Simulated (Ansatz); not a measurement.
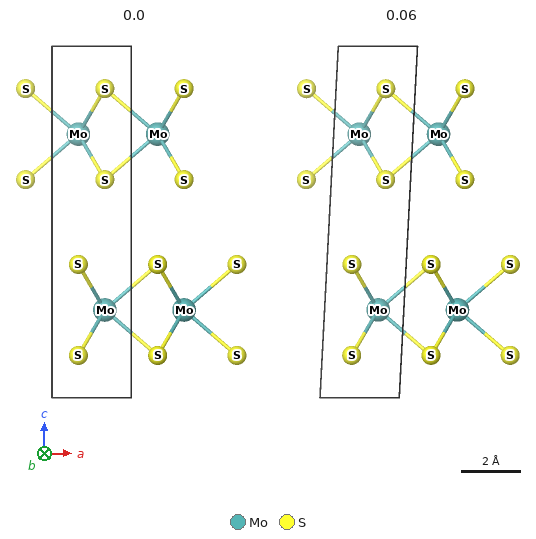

Solid MoS2 (set up in P-3m1), under shear of c along a (cell held, atoms relaxed), with energies (extrapolated to zero smearing) counted from the relaxed crystal, which is the row at zero. The picture shows the first and the last member. Style: ball-and-stick. Shown: the cell of the calculation, repeated 2 × 1 × 1 with one cell outlined, along the b axis.

Computed with Ansatz 0.2.0: DFT PBE+D3(BJ), scalar-relativistic, plane waves, PAW. Set-up: plane-wave cutoff 420 eV; k-point mesh 12 × 12 × 4; occupations gaussian; smearing width 0.02 eV; no spin polarisation; atoms relaxed in a fixed cell; force threshold 0.008 eV/Å.

| strain | energy (meV/atom) | a (Å) | c (Å) |
| --- | --- | --- | --- |
| 0.0 | 0.00 | 3.149 | 12.094 |
| 0.01 | 0.11 | 3.149 | 12.094 |
| 0.02 | 0.44 | 3.149 | 12.096 |
| 0.03 | 0.97 | 3.149 | 12.099 |
| 0.04 | ? | ? | ? |
| 0.06 | 3.50 | 3.149 | 12.116 |

> One row is withheld. What does the calculation give there?

A parabola through three neighbouring rows (0.02, 0.03, 0.06) gives, with Lagrange weights, (−0.5000)(0.44) + (1.3333)(0.97) + (0.1667)(3.50) = 1.66 meV/atom. The calculation gives 1.68 meV/atom (a = 3.149 Å, c = 12.104 Å). The estimate is 0.02 meV/atom too low.

The whole series:

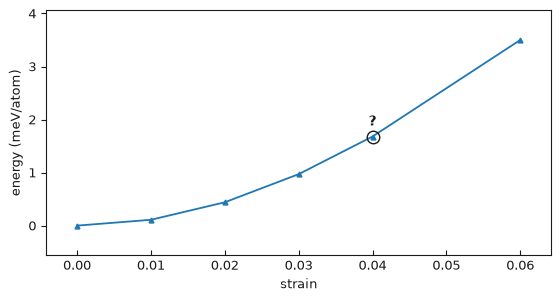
